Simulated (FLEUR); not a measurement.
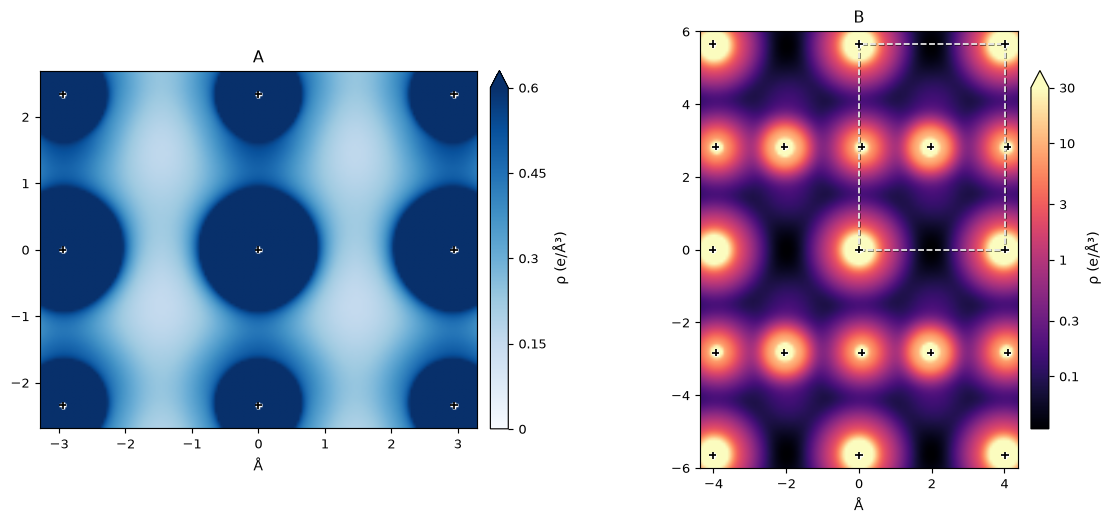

The electron density of 2 systems, each on a plane through atoms (crosses mark nuclei in the plane).

Method: Kohn-Sham DFT of a periodic cell, PBE, all-electron (FLEUR MaX-R8.1 (later development tree)).

System 1: BaTiO3, the (11̄0) plane of the conventional cell. Space group P4mm; not relaxed (largest force 0.3 eV/Å).

```xyz
5
Lattice="3.9998 0.0000 0.0000 0.0000 3.9998 0.0000 0.0000 0.0000 4.0180" Properties=species:S:1:pos:R:3 pbc="T T T"
Ba    0.0000    0.0000    0.0000
Ti    1.9999    1.9999    1.9688
O     0.0000    1.9999    2.0773
O     1.9999    0.0000    2.0773
O     1.9999    1.9999    0.0763
```

System 2: SiNi, the (010) plane of the conventional cell. Space group Pmmn; a structure from a database of computed crystals, not necessarily the ambient phase; spin-polarised.

Question: Which map belongs to which system?

Answer: Panel A is system 2, SiNi: the plane holds Ni and Si. Si–Ni (2.34 Å): ρ at the midpoint is about 0.49 e/Å³. Panel B is system 1, BaTiO3: the plane holds Ba, Ti and O. Ti–O (1.89 Å): ρ at the midpoint is about 0.85 e/Å³.
